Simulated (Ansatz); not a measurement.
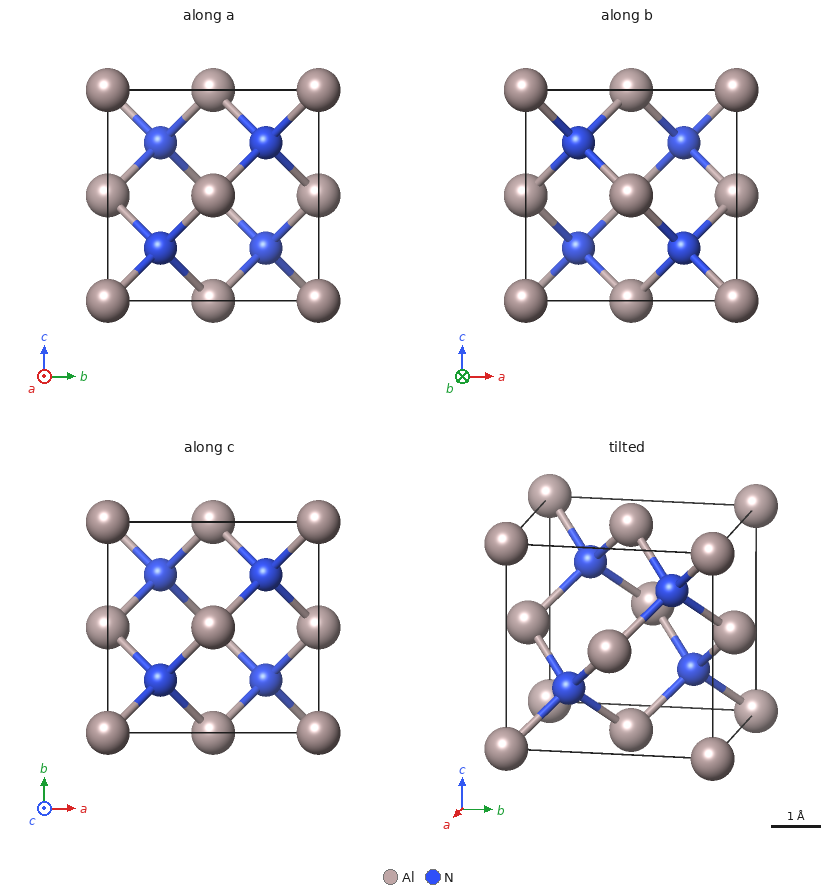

The figure gives a ball-and-stick picture of the atoms, viewed along the a axis, along the b axis, along the c axis and slightly off an axis. Atoms at the boundary of the conventional unit cell (the box) are drawn once for each face, edge or corner they touch.

Lattice parameters: a = 4.365 Å, b = 4.365 Å, c = 4.365 Å, α = 90.00°, β = 90.00°, γ = 90.00°.

Question: Transcribe the picture into a table of Wyckoff sites.

Answer: Space group F-43m (No. 216).
```
atom  site       x       y       z
  Al    4a  0.0000  0.0000  0.0000
   N    4d  0.2500  0.2500  0.7500
```

The cell started as a structure type filled with these elements by a generator (whether the compound takes this form wasn't checked). Earlier steps of the study may have refined or changed the cell and positions. An electronic-structure calculation with Ansatz was run on it.
